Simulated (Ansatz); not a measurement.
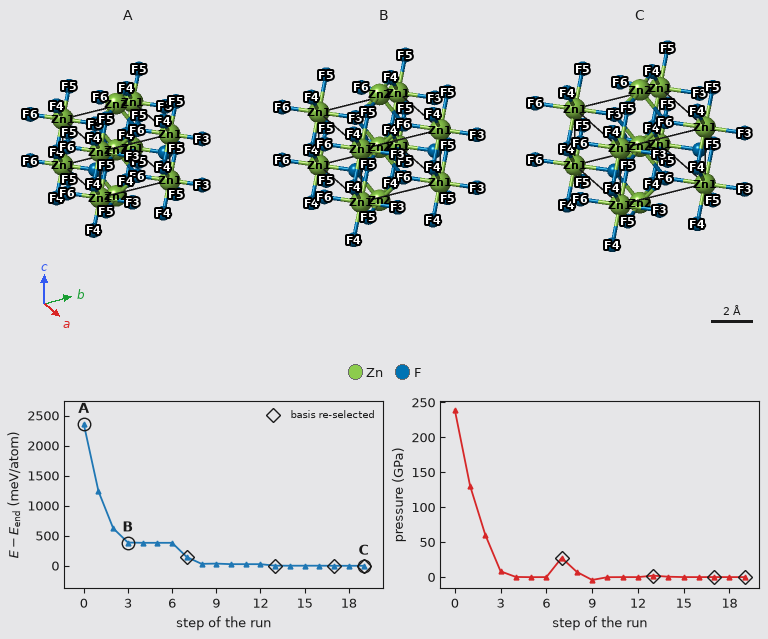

Frames of a relaxation of crystalline ZnF₂ (built on the rutile type), marked on the history of the run. Style: ball-and-stick. Shown: the cell of the calculation, from a free direction.

Theory: DFT, PBE, plane waves, PAW (Ansatz 0.2.0). Set-up: plane-wave cutoff 420 eV; k-point mesh 6 × 6 × 8; occupations fermi dirac; smearing width 0.02 eV; no spin polarisation; cell and atoms relaxed; force threshold 0.005 eV/Å.

Describe the path.

Answer. The largest moves relative to the cell, 0.004 Å, are those of F3, F4, F5 and F6. F6 goes along [1 1 0]. Zn stays in place. The drawn cell changes as follows: a = b 3.940 → 4.801 Å (+21.8 %), c 2.600 → 3.175 Å (+22.1 %); the volume changes by +81.3 %. Some distances before and after: Zn1–F4 1.694 → 2.070 Å, Zn1–F3 1.699 → 2.067 Å. The space group stays P4_2/mnm (No. 136). The energy falls by 2361 meV per atom in 15 accepted moves (19 points after the start). Largest force component: 2 eV/Å at the start, under 0.0001 eV/Å at the end. The pressure goes from 239.52 to 0.00 GPa. At 4 points the geometry stayed and the basis and grid were re-selected for the new cell (energy shift of 237 meV per atom at most each time). Cost: 33 s on 4 threads of AMD EPYC 7R43 64-Core Processor (Zen 3), with other jobs on the host, peak memory 0.46 GiB. From step 0 to 3: F atoms move most (0.02 Å), volume +48.0 %, energy −1973 meV per atom. From step 3 to 19: F atoms move most (0.02 Å), volume +22.5 %, energy −387 meV per atom.

```csv
step,"E − E(0), meV/atom","largest force component, eV/Å","pressure, GPa","volume, Å³/atom",note
0,0.00,1.9685,239.52,6.727,
1,-1120.88,1.0617,130.77,7.722,
2,-1736.91,0.4471,60.44,8.784,
3,-1973.31,0.1045,8.34,9.958,
4,-1978.31,0.0562,0.22,10.172,
5,-1978.35,0.0427,-0.07,10.179,
6,-1978.46,0.0043,0.01,10.174,
7,-2215.71,0.0353,27.53,10.174,"same geometry, new basis"
8,-2328.40,0.0050,7.38,11.369,
9,-2324.39,0.0067,-4.09,12.269,
10,-2333.73,0.0165,-0.12,11.937,
11,-2333.85,0.0179,0.00,11.935,
12,-2333.87,0.0036,-0.01,11.937,
13,-2358.98,0.0076,2.09,11.937,"same geometry, new basis"
14,-2359.54,0.0026,0.54,12.116,
15,-2359.30,0.0023,0.04,12.180,
16,-2359.25,0.0006,-0.01,12.189,
17,-2360.70,0.0003,0.05,12.189,"same geometry, new basis"
18,-2360.66,0.0000,0.00,12.197,
19,-2360.71,0.0000,0.00,12.197,"same geometry, new basis"
```
